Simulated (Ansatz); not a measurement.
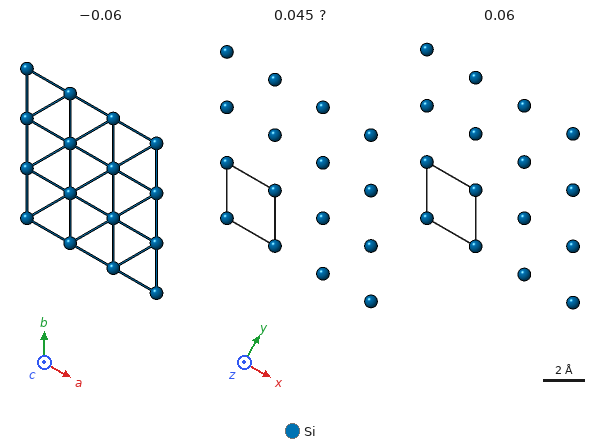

A scan of a crystal of Si (P6/mmm): the cell is strained equally along x and y, with the atoms kept at their fractional coordinates. x, y and z are the Cartesian axes of the input. A ball-and-stick model of the cell of the calculation, repeated 3 × 3 × 3 with one cell outlined, seen along the c axis.

All numbers below come from DFT LDA, scalar-relativistic, plane waves, PAW in Ansatz 0.2.0. Settings: plane-wave cutoff 420 eV; k-point mesh 21 × 21 × 20; occupations gaussian; smearing width 0.15 eV; no spin polarisation. Energies (free energies at the smearing named) are counted from the cell as listed in its source, which wasn't relaxed.

| strain | ΔE (meV/atom) |
| --- | --- |
| −0.0600 | 111.9 |
| −0.0450 | 59.6 |
| −0.0300 | 24.7 |
| −0.0150 | 5.4 |
| 0.0000 | 0.0 |
| 0.0150 | 6.3 |
| 0.0300 | 22.9 |
| 0.0450 | ? |
| 0.0525 | 64.6 |
| 0.0600 | 82.2 |

### Estimate the missing energy from the other rows, and compare with the calculation.

A straight line between the two neighbours gives 50.7 meV/atom. A cubic through the four nearest rows (0.0150, 0.0300, 0.0525, 0.0600) gives, with Lagrange weights, (−0.0667)(6.3) + (0.3333)(22.9) + (1.0667)(64.6) + (−0.3333)(82.2) = 48.7 meV/atom. The calculation gives 48.7 meV/atom, so the cubic is right to the digits shown and the straight line 2.0 meV/atom too high, as the curve bends upwards here.

The whole profile:

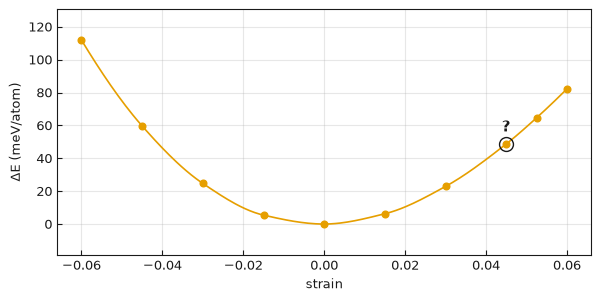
